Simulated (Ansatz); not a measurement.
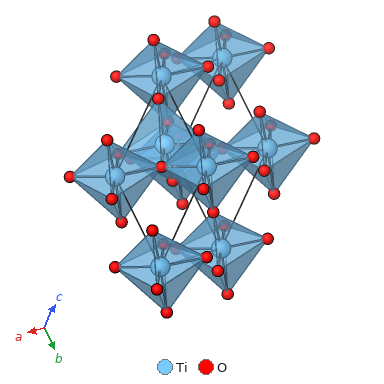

System: TiO₂, space group I4_1/amd (No. 141) (cell built by us, not taken from a database). The picture shows the cell.

Input of the run:
```
crystal:
  lattice:
    - [-1.8888985843, 1.8888985843, 4.7916842953]
    - [1.8888985843, -1.8888985843, 4.7916842953]
    - [1.8888985843, 1.8888985843, -4.7916842953]
  atoms:
    - { symbol: Ti, position: [0.75, 0.25, 0.5] }
    - { symbol: Ti, position: [0.0, 0.0, 0.0] }
    - { symbol: O, position: [0.5427126158, 0.0427126158, 0.5] }
    - { symbol: O, position: [0.7927126158, 0.7927126158, 0.0] }
    - { symbol: O, position: [0.2072873842, 0.2072873842, 0.0] }
    - { symbol: O, position: [0.9572873842, 0.4572873842, 0.5] }
kpoints:
  mp_grid: { grid: [8, 8, 8] }
hamiltonian:
  xc: pbe
scf:
  occupations: { method: fixed }
dielectric: {}
```

Command:
```bash
ansatz run input.yaml --threads 8 --pin off --max-ram 12902MiB --backend cpu --events-out ev --progress --plain --runs-dir out
```

Computed with Ansatz 0.2.0: Born effective charges by linear response at the zone centre, in units of the proton charge, Cartesian axes of the given cell; DFT, PBE, plane waves, PAW. Level: PBE, no spin polarisation.

periodic directions 3; potentials PAW; wave cutoff 420 eV; k mesh 8×8×8.

Predict the mean Born effective charge of each atom. The cases: Ti 1; Ti 2; O 1; O 2; O 3; O 4.

Ti 1 and Ti 2 share the largest size, 6.28 e, and the charges add up to 0.00 e. O 1, O 2, O 3 and O 4 are equally anisotropic; for O 1: its diagonal components run from −5.44 to −1.12 e. The Born charge xx, in e, is 6.554 for Ti 1, 6.554 for Ti 2, −1.117 for O 1, −5.438 for O 2, −1.117 for O 3 and −5.438 for O 4. The Born charge zz, in e, is 5.742 for Ti 1, 5.742 for Ti 2, −2.871 for O 1, −2.871 for O 2, −2.871 for O 3 and −2.871 for O 4.

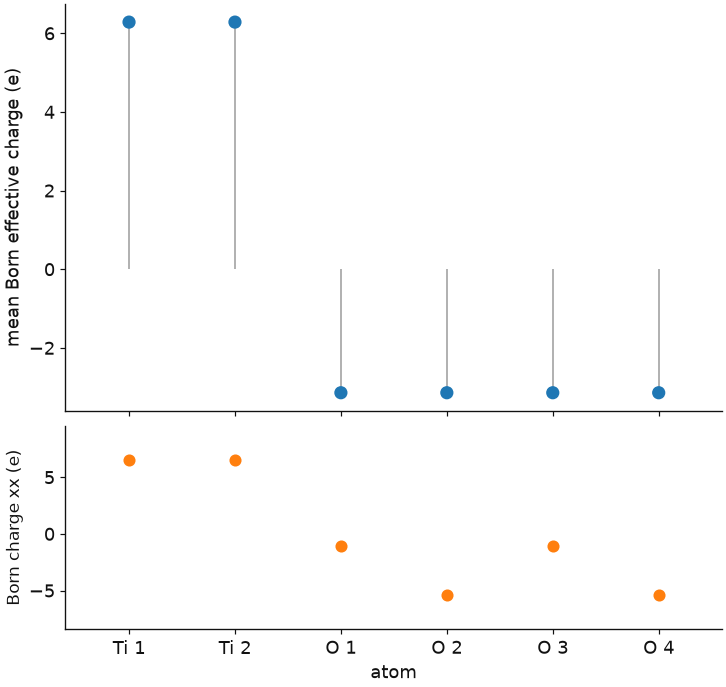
